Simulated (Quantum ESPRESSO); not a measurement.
# Run report: TaN, single-point calculation (part 2 of 2)

Continued. System: TaN (P6₃/mmc, 4 atoms in the cell). Method: Kohn-Sham DFT of a periodic cell, PBE, SSSP 1.3 efficiency PBE, no spin polarisation (Quantum ESPRESSO 7.5); cutoff 816.34 eV, 10×10×5 k-mesh, fermi-dirac of 0.05 eV. The structure derives from a Materials Project entry.

Geometry of the input (Å; fractional positions):
```
2.9218  0.0000  0.0000
-1.4609  2.5303  0.0000
0.0000  0.0000  5.9165
Ta 0.0000  0.0000  0.5000
Ta 0.0000  0.0000  0.0000
N  0.3333  0.6667  0.2500
N  0.6667  0.3333  0.7500
```

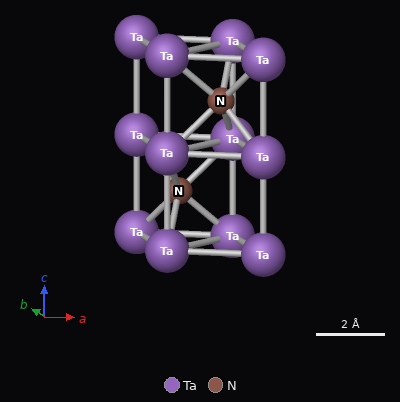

**Figure 1.** The structure (ball-and-stick view of the cell of the calculation, seen slightly off an axis). An atom can appear more than once, as a periodic image.

**What the program printed, continued**
```
   -48.5699 -48.5589 -15.3508 -15.1379 -15.0256 -15.0026 -14.7385 -14.7182
     3.6469   4.0591  12.4933  13.1759  15.1539  15.3526  15.7543  16.3137
    18.1933  19.0538  20.6696  21.0566  21.2873  21.6571  23.6653  24.3361
    24.5783  25.4921

          k = 0.0000 0.3464 0.0000 (  2326 PWs)   bands (ev):

   -48.5570 -48.5221 -15.5040 -15.3903 -15.2792 -14.8357 -14.8287 -14.7654
     3.7830   4.5104  12.6536  13.0521  14.4601  14.4972  14.9693  16.8952
    16.9753  18.9557  21.2674  22.5682  23.1512  23.2506  23.4415  24.1233
    25.7848  26.9420

          k = 0.0000 0.3464 0.0988 (  2320 PWs)   bands (ev):

   -48.5537 -48.5254 -15.4456 -15.3791 -15.2885 -14.8957 -14.8290 -14.7722
     3.8648   4.4555  12.4824  13.0822  14.3016  14.9062  15.1245  16.7323
    17.0786  18.7360  21.3649  22.4106  22.7390  22.9119  23.9504  24.2703
    25.7368  26.6457

          k = 0.0000 0.3464 0.1975 (  2322 PWs)   bands (ev):

   -48.5449 -48.5342 -15.3582 -15.3308 -15.2634 -15.0669 -14.8116 -14.7899
     4.0681   4.2952  12.4664  12.7462  14.7053  15.0252  15.5582  16.1635
    17.5920  18.2254  21.5018  21.9007  22.4131  22.6349  24.3961  25.0064
    25.0973  25.9941

          k = 0.0000 0.4619 0.0000 (  2330 PWs)   bands (ev):

   -48.5366 -48.5021 -15.6483 -15.5174 -15.4332 -14.8952 -14.8214 -14.7899
     3.8451   5.0566  11.6410  12.4977  14.4510  14.6710  15.2583  16.5279
    17.0650  18.2073  22.8471  23.0660  24.0668  24.2328  24.4550  24.6669
    26.5894  27.1662

          k = 0.0000 0.4619 0.0988 (  2326 PWs)   bands (ev):

   -48.5333 -48.5054 -15.6358 -15.5305 -15.3742 -14.8882 -14.8542 -14.8285
     3.9537   4.9338  11.7183  12.7457  14.0511  14.8429  15.2257  16.7414
    16.7479  18.2228  23.0138  23.1393  23.7213  24.2427  24.5587  24.7376
    26.4496  27.0222

          k = 0.0000 0.4619 0.1975 (  2316 PWs)   bands (ev):

   -48.5247 -48.5141 -15.6035 -15.5634 -15.2180 -15.0196 -14.8699 -14.8471
     4.2447   4.6189  12.0926  12.6871  14.0284  14.7130  15.3304  16.0353
    17.3860  18.0076  22.8993  23.1340  23.6442  24.0216  25.0744  25.2112
    25.7902  26.1878

          k = 0.0000-0.5774 0.0000 (  2330 PWs)   bands (ev):

   -48.5288 -48.4945 -15.7425 -15.6064 -15.4078 -14.9178 -14.8426 -14.7750
     3.8014   5.3937  11.0717  12.3455  14.5239  14.5511  15.7684  16.2434
    17.1085  17.8208  22.7726  23.8625  24.7357  25.0525  25.3376  25.4126
    26.0724  27.5494

          k = 0.0000-0.5774 0.0988 (  2316 PWs)   bands (ev):

   -48.5255 -48.4978 -15.7296 -15.6195 -15.3501 -14.9106 -14.8499 -14.8383
     3.9298   5.2078  11.3078  12.5721  14.1204  14.7294  15.2646  16.7039
    16.7473  17.9916  23.2538  23.8795  24.6482  24.7617  25.1382  25.3111
    26.1619  27.0873

          k = 0.0000-0.5774 0.1975 (  2322 PWs)   bands (ev):

   -48.5169 -48.5064 -15.6957 -15.6538 -15.1965 -15.0010 -14.8920 -14.8688
     4.2835   4.7657  11.9464  12.6874  13.7724  14.4634  15.2376  15.9823
    17.4040  17.9651  23.8070  23.8912  24.2861  24.7820  25.3283  25.4657
    25.9094  26.0383

          k = 0.1000 0.1732 0.0000 (  2319 PWs)   bands (ev):

   -48.5884 -48.5527 -15.6037 -14.9714 -14.8884 -14.8877 -14.7505 -14.6852
     3.0120   4.5647  11.6743  14.7739  14.9902  15.0872  15.7830  16.6341
    16.7563  19.8283  20.6819  20.7535  21.5417  22.4249  23.6789  24.5008
    24.5648  25.2502

          k = 0.1000 0.1732 0.0988 (  2309 PWs)   bands (ev):

   -48.5850 -48.5562 -15.5394 -14.9784 -14.9456 -14.8954 -14.7443 -14.6915
     3.1540   4.4062  11.8809  14.3336  14.9028  15.1318  15.8562  16.6168
    17.4120  19.7557  20.2027  21.0214  21.6444  22.0135  23.6644  23.7996
    24.9605  25.5869

          k = 0.1000 0.1732 0.1975 (  2309 PWs)   bands (ev):

   -48.5761 -48.5651 -15.3677 -15.1487 -14.9393 -14.9153 -14.7281 -14.7079
     3.5293   4.0052  12.4581  13.3157  15.1880  15.3105  15.9593  16.2626
    18.7247  19.7404  19.8970  20.1263  21.6970  21.7137  23.4788  24.1437
    24.4672  25.3866

          k = 0.1000 0.2887 0.0000 (  2313 PWs)   bands (ev):

   -48.5657 -48.5306 -15.5307 -15.2544 -15.1507 -14.8457 -14.8382 -14.7670
     3.6552   4.4202  12.6410  13.7724  14.3118  14.4222  15.3486  16.2458
    17.2912  19.3921  20.7505  21.8618  22.4830  22.7654  23.9249  24.6723
    25.4951  25.7307

          k = 0.1000 0.2887 0.0988 (  2313 PWs)   bands (ev):

   -48.5623 -48.5339 -15.4695 -15.2455 -15.1598 -14.9134 -14.8314 -14.7740
     3.7419   4.3618  12.6116  13.4482  14.4130  14.6472  15.5167  16.2195
    17.5953  19.2229  20.3606  21.4808  22.5988  23.0803  23.8496  24.3151
    25.2163  26.3447

          k = 0.1000 0.2887 0.1975 (  2315 PWs)   bands (ev):

   -48.5536 -48.5427 -15.3093 -15.2248 -15.1804 -15.0847 -14.8138 -14.7919
     3.9560   4.1935  12.6709  12.9666  14.6803  14.8012  15.8475  16.1024
    18.2714  18.8307  20.0844  20.6079  22.7451  22.9307  23.9349  24.3834
    25.1448  26.0594

          k = 0.1000 0.4041 0.0000 (  2314 PWs)   bands (ev):

   -48.5429 -48.5083 -15.5281 -15.4532 -15.4037 -14.9255 -14.8495 -14.8016
     3.9858   4.6945  12.3315  12.8817  14.0515  14.5896  15.1277  16.0190
    17.7001  18.7317  21.4773  22.2930  23.4416  24.1686  24.4682  24.8039
    26.3816  26.4357

          k = 0.1000 0.4041 0.0988 (  2315 PWs)   bands (ev):

   -48.5396 -48.5116 -15.5157 -15.4219 -15.3885 -14.9184 -14.8688 -14.8548
     4.0617   4.6383  12.2808  13.0749  13.8497  14.6139  15.2909  15.9796
    17.7557  18.6178  21.2106  22.3903  23.4301  24.2400  24.4823  24.7643
    25.9088  26.8557

          k = 0.1000 0.4041 0.1975 (  2315 PWs)   bands (ev):

   -48.5310 -48.5203 -15.4853 -15.4485 -15.2350 -15.0347 -14.8992 -14.8755
     4.2544   4.4766  12.4317  12.8460  14.0747  14.5051  15.5362  15.8082
    17.9831  18.3386  21.2249  21.7350  23.7620  24.0436  24.6215  24.8522
    25.8752  26.6963

          k = 0.1000 0.5196 0.0000 (  2320 PWs)   bands (ev):

   -48.5288 -48.4945 -15.6884 -15.5559 -15.4082 -14.9790 -14.8992 -14.7750
     3.9266   5.2259  11.3905  12.6127  13.8549  15.1953  15.3663  15.6509
    17.7272  18.1695  22.4753  22.9895  24.1567  24.6412  25.0636  25.4531
    26.4857  27.5051

          k = 0.1000 0.5196 0.0988 (  2320 PWs)   bands (ev):

   -48.5255 -48.4978 -15.6758 -15.5688 -15.3504 -14.9715 -14.9069 -14.8382
     4.0381   5.0860  11.5912  12.8201  13.7082  14.9399  15.2651  15.6265
    17.7566  18.2702  22.5876  23.2378  23.8152  24.6621  25.0496  25.4357
    26.1394  27.5137

          k = 0.1000 0.5196 0.1975 (  2326 PWs)   bands (ev):

   -48.5170 -48.5064 -15.6430 -15.6022 -15.1966 -15.0015 -14.9512 -14.9268
     4.3402   4.7385  12.1526  12.8610  13.6467  14.3537  15.2685  15.5105
    17.9563  18.2424  22.7830  23.1316  24.0728  24.6505  24.6984  25.0809
    26.4469  27.2789

          k = 0.2000 0.3464 0.0000 (  2319 PWs)   bands (ev):

   -48.5453 -48.5107 -15.4644 -15.4431 -15.3269 -14.9752 -14.8957 -14.8061
     4.2836   4.3137  12.7782  13.6082  13.7352  13.9631  15.0918  15.7348
    18.2262  19.2206  20.5211  21.3961  23.4455  24.2877  24.8850  25.2331
    25.4228  26.4094

          k = 0.2000 0.3464 0.0988 (  2313 PWs)   bands (ev):

   -48.5420 -48.5140 -15.4325 -15.4077 -15.3350 -14.9676 -14.9048 -14.8702
     4.3052   4.3275  12.7828  13.3668  13.7735  14.0456  15.2513  15.8246
    18.3826  19.3158  19.7462  21.6238  23.5379  24.3485  24.6561  24.7349
    25.6399  26.8919

          k = 0.2000 0.3464 0.1975 (  2311 PWs)   bands (ev):

   -48.5334 -48.5227 -15.4050 -15.3721 -15.2404 -15.0408 -14.9475 -14.9223
     4.3414   4.3487  12.8312  13.0266  13.9198  14.0515  15.5881  15.8447
    18.6219  18.9754  19.8591  20.8425  23.9158  24.1352  24.4871  24.4984
    26.1353  26.9480

          k = 0.2000 0.4619 0.0000 (  2311 PWs)   bands (ev):

   -48.5288 -48.4945 -15.5722 -15.4481 -15.4096 -15.1060 -15.0169 -14.7751
     4.2378   4.8517  12.0531  13.2969  13.4897  14.5041  14.5680  15.7738
    18.8854  18.9965  20.9445  21.2826  24.3298  24.4317  25.4575  25.6897
    26.0620  27.0807

          k = 0.2000 0.4619 0.0988 (  2316 PWs)   bands (ev):

   -48.5255 -48.4978 -15.5606 -15.4609 -15.3511 -15.0975 -15.0256 -14.8383
     4.3024   4.8014  12.2256  13.3081  13.4772  14.2069  14.7302  15.7152
    18.8266  18.9999  20.6587  21.9507  23.8278  24.3969  25.2034  25.4636
    26.3666  27.3679

          k = 0.2000 0.4619 0.1975 (  2318 PWs)   bands (ev):

   -48.5170 -48.5064 -15.5301 -15.4921 -15.1973 -15.0752 -15.0488 -15.0000
     4.4671   4.6591  12.6679  13.1678  13.5116  13.7927  15.0386  15.4255
    18.8070  18.8903  21.0617  21.8475  23.8423  24.3100  24.7487  24.8307
    27.1761  27.6767

          k = 0.2000 0.5774 0.0000 (  2305 PWs)   bands (ev):

   -48.5224 -48.4883 -15.6168 -15.4901 -15.3881 -15.1602 -15.0668 -14.7631
     4.2132   5.0864  11.7733  13.1456  13.3133  14.3615  14.8656  15.8016
    18.8118  18.9005  21.5234  22.1924  23.1452  25.1303  25.4443  25.6382
    26.4016  27.4480

          k = 0.2000 0.5774 0.0988 (  2321 PWs)   bands (ev):

   -48.5192 -48.4916 -15.6048 -15.5024 -15.3311 -15.1514 -15.0758 -14.8255
     4.2953   5.0022  11.9930  13.1140  13.4084  14.2934  14.7637  15.5473
    18.8492  18.8953  21.8002  22.3424  23.3213  24.6062  24.6578  25.8150
    26.5527  27.6550

          k = 0.2000 0.5774 0.1975 (  2320 PWs)   bands (ev):

   -48.5107 -48.5001 -15.5734 -15.5343 -15.1796 -15.1284 -15.0989 -14.9859
     4.5118   4.7821  12.5318  13.0121  13.5595  13.9282  14.8109  15.0903
    18.8742  18.8764  22.4036  22.6299  23.8783  23.8805  23.8901  24.7991
    27.4693  27.8442

          k = 0.3000 0.5196 0.0000 (  2311 PWs)   bands (ev):

   -48.5200 -48.4860 -15.5117 -15.3929 -15.3815 -15.3083 -15.2046 -14.7586
     4.5102   4.8259  12.3286  13.1419  13.4913  13.7184  14.2737  16.0162
    19.6518  20.5131  20.5308  20.5847  22.7463  24.8779  26.0713  26.1319
    26.2006  26.9163

          k = 0.3000 0.5196 0.0988 (  2315 PWs)   bands (ev):

   -48.5168 -48.4892 -15.5006 -15.4048 -15.3250 -15.2976 -15.2147 -14.8207
     4.5492   4.8058  12.5320  13.0775  13.3444  13.9774  14.2189  15.7011
    19.4887  19.8566  20.9143  21.5086  22.9080  24.3360  25.1196  25.4459
    27.1090  27.5051

          k = 0.3000 0.5196 0.1975 (  2331 PWs)   bands (ev):

   -48.5083 -48.4978 -15.4714 -15.4348 -15.2731 -15.2408 -15.1723 -14.9804
     4.6434   4.7422  12.8172  12.9416  13.5616  14.0235  14.3515  14.9612
    19.3618  19.4705  21.7261  22.2908  23.3747  23.5737  24.2037  24.3435
    27.8807  28.0439

     the Fermi energy is    19.9312 ev

!    total energy              =    -324.42244756 Ry
     estimated scf accuracy    <          7.9E-10 Ry
     smearing contrib. (-TS)   =      -0.00074633 Ry
     internal energy E=F+TS    =    -324.42170123 Ry

     The total energy is F=E-TS. E is the sum of the following terms:
     one-electron contribution =     -14.02894659 Ry
     hartree contribution      =      30.38102448 Ry
     xc contribution           =     -95.61538511 Ry
     ewald contribution        =    -245.15839401 Ry

     convergence has been achieved in  10 iterations

     negative rho (up, down):  2.010E-01 0.000E+00

     Forces acting on atoms (cartesian axes, Ry/au):

     atom    1 type  1   force =     0.00000000    0.00000000    0.00000000
     atom    2 type  1   force =     0.00000000    0.00000000    0.00000000
     atom    3 type  2   force =     0.00000000   -0.00000000    0.00000000
     atom    4 type  2   force =     0.00000000    0.00000000    0.00000000

     Total force =     0.000000     Total SCF correction =     0.000000

     Computing stress (Cartesian axis) and pressure

     negative rho (up, down):  2.010E-01 0.000E+00
          total   stress  (Ry/bohr**3)                   (kbar)     P=      -14.05
  -0.00009753  -0.00000000   0.00000000          -14.35       -0.00        0.00
  -0.00000000  -0.00009753   0.00000000           -0.00      -14.35        0.00
   0.00000000   0.00000000  -0.00009153            0.00        0.00      -13.46

=------------------------------------------------------------------------------=
   JOB DONE.
=------------------------------------------------------------------------------=
```

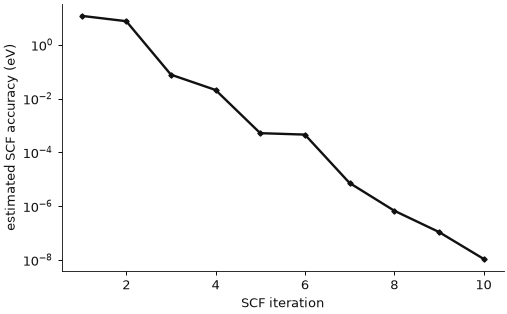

**Figure 2.** Convergence of the self-consistent field: estimated SCF accuracy against the iteration. The field takes 10 iterations in all.

**Summary**

| quantity | value |
| --- | --- |
| outcome | converged |
| space group (tolerance 0.01 Å) | P6₃/mmc (194) |
| electrons treated | 36 |
| free energy | −4413.9923 eV |
| Fermi energy | 19.931 eV |
| gap on the k-point mesh | none (metallic) |
| pressure | −1.41 GPa |
| largest force (length of the vector) | under 0.001 eV/Å |
| wall time | 42 s |
| peak memory | 0.41 GiB |

Notes on the run: negative rho. Spin–orbit coupling is left out, which matters for Ta.
